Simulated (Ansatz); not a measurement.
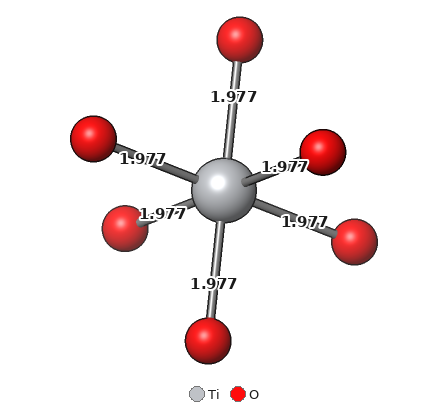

The surroundings of site Ti1 (at 0.000, 0.000, 0.000) in TiO$_{2}$ (P-3m1), with bond lengths in Å.

Source of the atomic positions: the end point of a relaxation with DFT, PBE, PAW with Ansatz's default frozen-core files, scalar-relativistic in Ansatz 0.2.0; the starting structure was generated, so it need not be a known form of this composition.

```xyz
3
Lattice="2.9894 0.0000 0.0000 -1.4947 2.5889 0.0000 0.0000 0.0000 5.4932" Properties=species:S:1:pos:R:3 pbc="T T T"
Ti    0.0000    0.0000    0.0000
O     0.0000    1.7259    0.9649
O     1.4947    0.8630    4.5282
```

Bond valence s = exp((R0 − d)/b), R0 fitted to published crystal structures with b = 0.37 Å; R0 in Å: Ti4+–O 1.801.

Calculate the bond-valence sum of Ti1 from the bonds drawn.

Answer. 6 × 0.621 = 3.73 v.u., against a formal valence of 4: underbonded (bonds long for this ion) by 0.27.

And over the whole structure?

Answer.
```
site              x, y, z  formal valence  bond-valence sum  difference
 Ti1  0.000, 0.000, 0.000              +4              3.78       -0.22
  O1  0.333, 0.667, 0.176              −2              1.89       -0.11
```

These sums include all anions within 5 Å. The global instability index (root mean square of the differences over all atoms) is 0.16 v.u.: moderate strain, common in real structures. Cells relaxed with PBE tend to have slightly long bonds, which lowers the sums.
